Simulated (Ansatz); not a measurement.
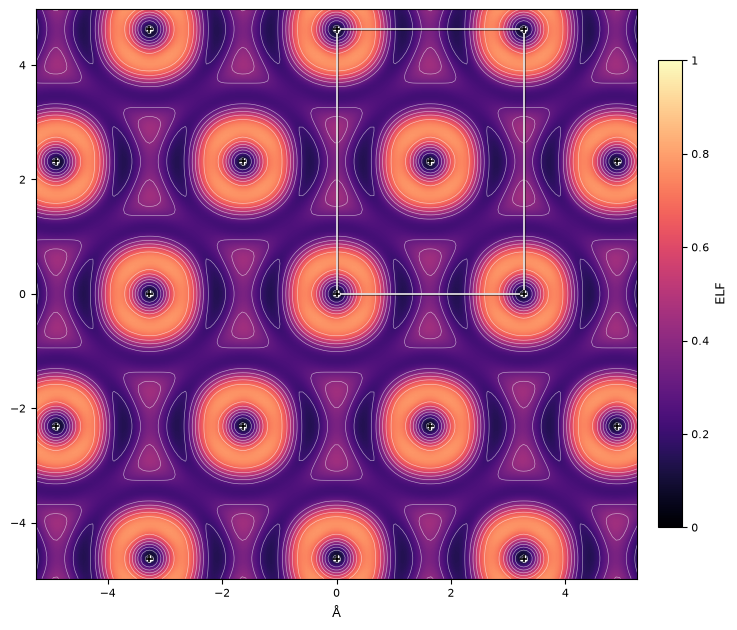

The electron localisation function on a plane through atoms (crosses mark nuclei in the plane).

Theory: DFT PBEsol, spin-orbit coupling, plane waves, PAW (Ansatz).

Candidates:
A. Mo, a = 3.13 Å, b = 3.13 Å, c = 3.13 Å, α = 90.00°, β = 90.00°, γ = 90.00°. Space group Im-3m; a generated structure, not necessarily the stable one.
B. Nb, a = 3.27 Å, b = 3.27 Å, c = 3.27 Å, α = 90.00°, β = 90.00°, γ = 90.00°. Space group Im-3m; a generated structure, not necessarily the stable one.

Question: Which system is this?

Answer: Candidate B: Nb on the (101) plane of the conventional cell, which holds Nb. Nb–Nb (2.83 Å): the ELF is about 0.25 at the midpoint; no localised pair shows between them.
